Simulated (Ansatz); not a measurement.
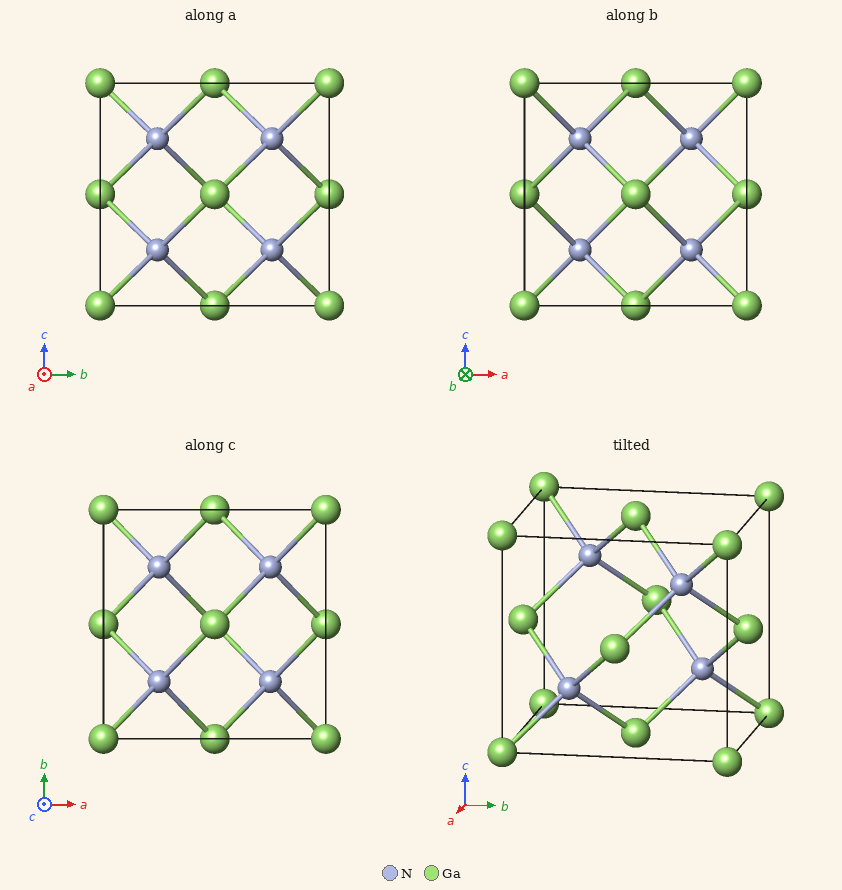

We look at a ball-and-stick model of the crystal along the a axis, along the b axis, along the c axis and slightly off an axis. The wireframe shows the drawn cell (a repeat of the simulation cell).

Lattice parameters: a = 4.498 Å, b = 4.633 Å, c = 4.498 Å, α = 90.00°, β = 90.00°, γ = 90.00°. Put a along x and b in the xy plane.

### Convert the drawing into a POSCAR file.

```
N Ga
1.0
     4.498    0.000    0.000
     0.000    4.633    0.000
     0.000    0.000    4.498
N Ga
4 4
Direct
  0.7500 0.7500 0.7500
  0.2500 0.2500 0.7500
  0.7500 0.2500 0.2500
  0.2500 0.7500 0.2500
  0.5000 0.0000 0.5000
  0.0000 0.5000 0.5000
  0.5000 0.5000 0.0000
  0.0000 0.0000 0.0000
```

It derives from a structure type filled with these elements by a generator (whether the compound takes this form wasn't checked). The cell was then strained or its atoms displaced on purpose. Ansatz was used for an electronic-structure calculation on it.

At this level of theory the cell isn't at rest (stretched, at -6 GPa), so its distances can differ from those at equilibrium, the more so the softer the solid.
